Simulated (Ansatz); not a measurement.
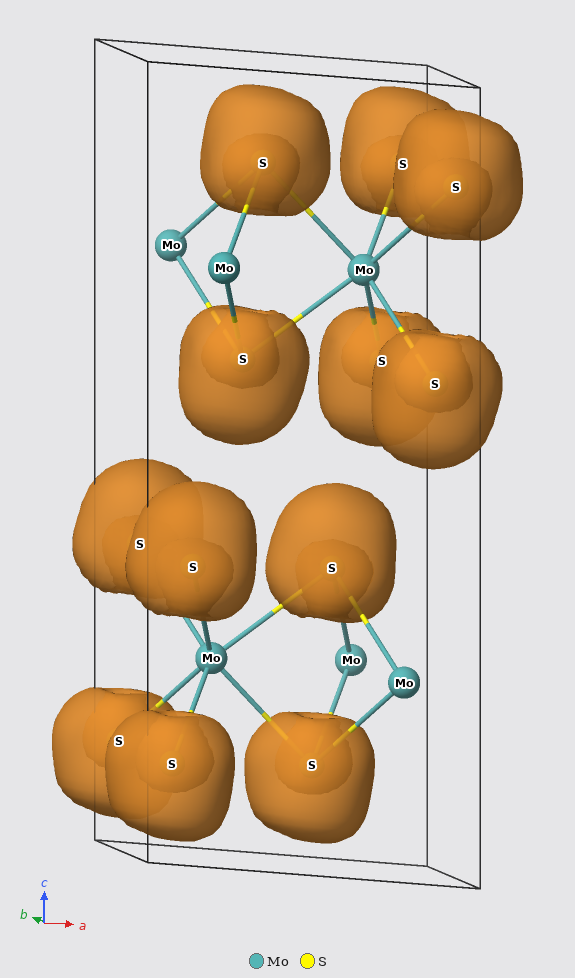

*MoS₂. Isosurface of the ELF at 0.75 (orange), seen slightly off an axis. Only the valence region is drawn (cores and ρ < 0.01 e/Å³ removed). Sticks mark near contacts.*

Space group C2/m; computed without spin polarisation.

Level of theory: Ansatz 0.2.0, DFT PBEsol, scalar-relativistic, plane waves, PAW.

```
Mo S
1.0
    -4.71215   -2.72056    0.00000
     1.57072   -2.72056    0.00000
     1.17804    0.68014   12.57882
Mo S
4 8
Cartesian
  -0.1963 -1.9271 3.1447
  -3.3378 -1.9271 3.1447
  -0.1964 -0.1134 9.4341
  -1.7671 -2.8339 9.4341
  -0.1964 -1.9271 7.8750
  -3.3378 -1.9271 7.8750
  -0.1963 -0.1134 1.5856
  -1.7671 -2.8339 1.5856
  -0.1963 -1.9271 10.9933
  -3.3378 -1.9271 10.9933
  -0.1963 -0.1133 4.7038
  -1.7670 -2.8339 4.7038
```

**Describe the localisation domains.**

The surface consists of eight regions wrapped around S (the valence shell of each), counted in one cell of 12 atoms. Any copies at cell faces, edges or corners count once.

Values along the shortest contacts:
Mo–S (2.39 Å): the ELF peaks at about 0.85 in the valence shell of S, 0.8 Å from its nucleus, and is about 0.45 at the midpoint.
